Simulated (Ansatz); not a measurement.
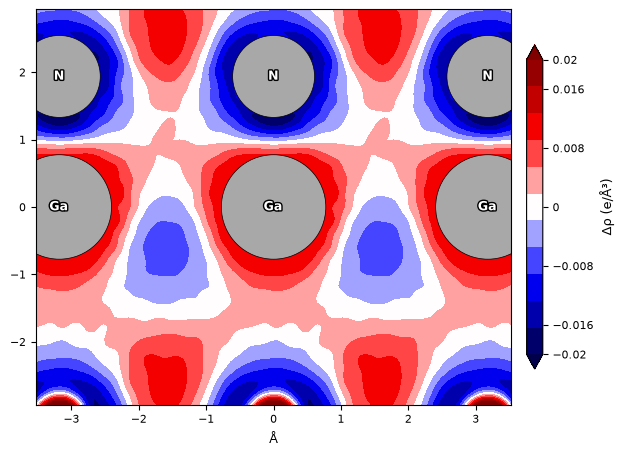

GaN. Difference of the valence pseudo-densities of two functionals at the same geometry, on the (010) plane of the calculation cell: one of PBE and r2SCAN less the other.

Both computed with Ansatz (plane waves, PAW), on the same k-point mesh. Grey discs cover the atomic cores.

**Which was subtracted from which, and what does the map show?**

It is PBE less r2SCAN. Against r2SCAN, PBE gives more density around Ga (+0.007 e/Å³ on average at 1.0 Å from the nucleus) and less density around N (−0.013 e/Å³ on average at 0.8 Å from the nucleus).
